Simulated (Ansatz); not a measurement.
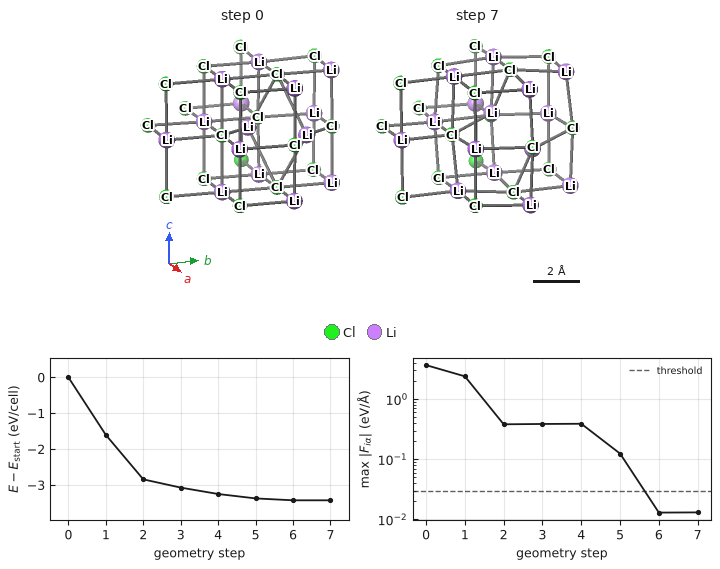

First and last geometry of a relaxation of a defect cell of composition Cl$_{32}$Li$_{33}$, with the history of the run. A ball-and-stick model of the atoms within 5.0 Å of the atom that moves most (axes of the cell of the calculation (origin shifted)), seen slightly off an axis.

Theory: Ansatz, DFT, PBEsol, PAW, plane waves. Settings: plane-wave cutoff 420 eV; k-point mesh 1 × 1 × 1; mesh shifted by (0.25, 0.25, 0.25); collinear spin; atoms relaxed in a fixed cell; force threshold 0.03 eV/Å; at most 80 steps.

Question: Read the history and describe the run.

Answer: It converged. Over 7 geometry steps the energy falls by 3.425 eV per cell of the calculation. The largest force component goes from 3.7 to 0.013 eV/Å. The largest move is that of a Li atom, 0.83 Å along [1 1 2]. By element the largest moves are Li 0.83 Å, Cl 0.25 Å. The lattice vectors keep their values. Among the contacts that change: Li–Li 2.147 → 2.889 Å, Cl–Li 2.904 → 3.605 Å, Cl–Li 2.923 → 2.240 Å, Cl–Li 2.931 → 3.609 Å. Bond angles that change, for instance: Cl–Li–Cl 157.4° → 116.8°, Cl–Li–Cl 156.1° → 116.4°, Li–Cl–Li 124.6° → 102.0°. Cost: 12 s on 1 × NVIDIA GB300 Max-Q with 8 threads of Arm Neoverse-V2, peak memory 1.9 GiB.
